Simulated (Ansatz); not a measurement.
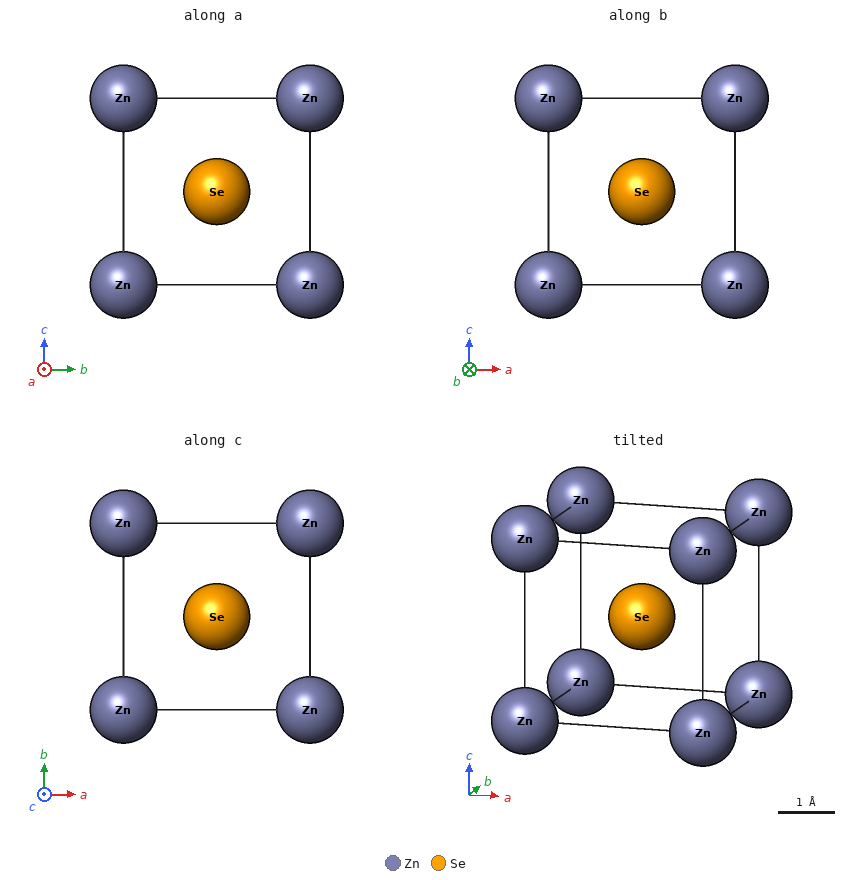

View along the a axis, along the b axis, along the c axis and slightly off an axis, drawn as a spheres-only model. The conventional unit cell is drawn as a box.

Lattice parameters: a = 3.3455 Å, b = 3.3455 Å, c = 3.3455 Å, α = 90.000°, β = 90.000°, γ = 90.000°.

Question: Give the structure in the form of a CIF in P1 with every atom of the cell.

Answer:
```cif
data_structure
_symmetry_space_group_name_H-M 'P 1'
_symmetry_Int_Tables_number 1
_cell_length_a 3.3455
_cell_length_b 3.3455
_cell_length_c 3.3455
_cell_angle_alpha 90.000
_cell_angle_beta 90.000
_cell_angle_gamma 90.000
_cell_volume 37.44
loop_
_atom_site_label
_atom_site_type_symbol
_atom_site_fract_x
_atom_site_fract_y
_atom_site_fract_z
_atom_site_occupancy
Zn1 Zn 0.0000 0.0000 0.0000 1
Se1 Se 0.5000 0.5000 0.5000 1
```

It goes back to a structure type filled with these elements by a generator (whether the compound takes this form wasn't checked). Relaxation method: DFT, PBE, plane waves, PAW in Ansatz 0.2.0.
